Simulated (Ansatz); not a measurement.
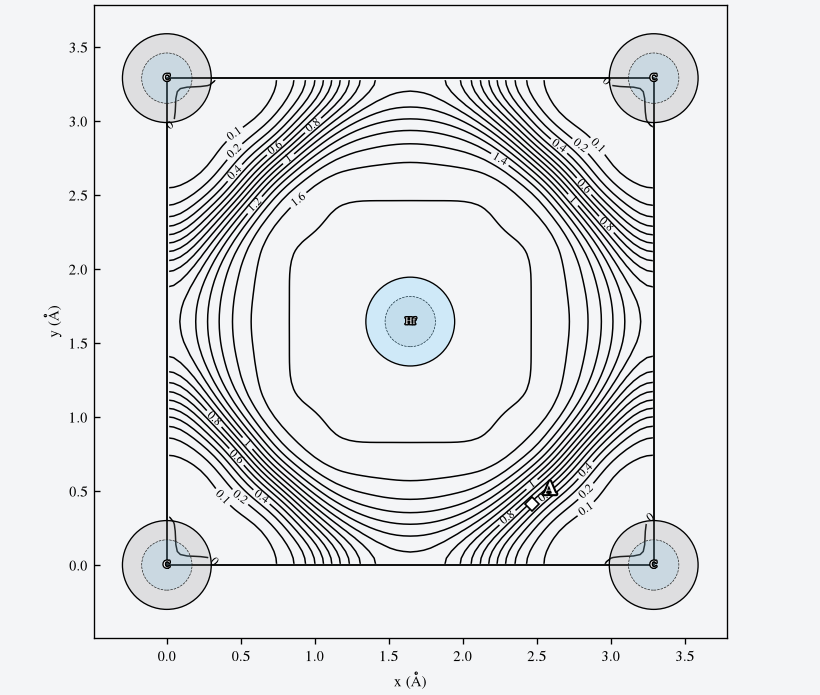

H on a HfC(100) slab cut from the Fm-3m phase, its upper half relaxed before the scan (24 atoms of substrate and one adsorbate in a 2 × 2 cell). 
- H is moved over the surface cell; relaxed at each place: the height of the adsorbate's atoms; substrate rigid; the origin of the map has the adsorbate above C21.
- Places are given modulo a cell vector. The map is drawn in real space over the plane of the surface.
- The grid has 8 × 8 points; 15 points were computed and 49 follow by symmetry.
- Places are given in fractions of the 1 × 1 surface cell.
- Energies are in eV, from the lowest grid point.
- Level of theory: DFT PBE, scalar-relativistic, plane waves, PAW (Ansatz 0.2.0). Settings: cutoff 420 eV, k-mesh 4×4×1, gaussian smearing 0.1 eV, no spin polarisation.

The picture shows contour lines labelled in eV, labelled circles for the atoms of the top layer and small ones for the second layer, the outline of one cell of the plane, the point A. Between grid points the surface is interpolated.

Question: Is A at rest? If not, where is it pushed?

Answer: A, at (6/8, 1/8) of the cell vectors, is not a stationary point. The computed force is 3.3 eV/Å in the plane, pointing down and right in the picture (components 2.3 and −2.4 eV/Å).
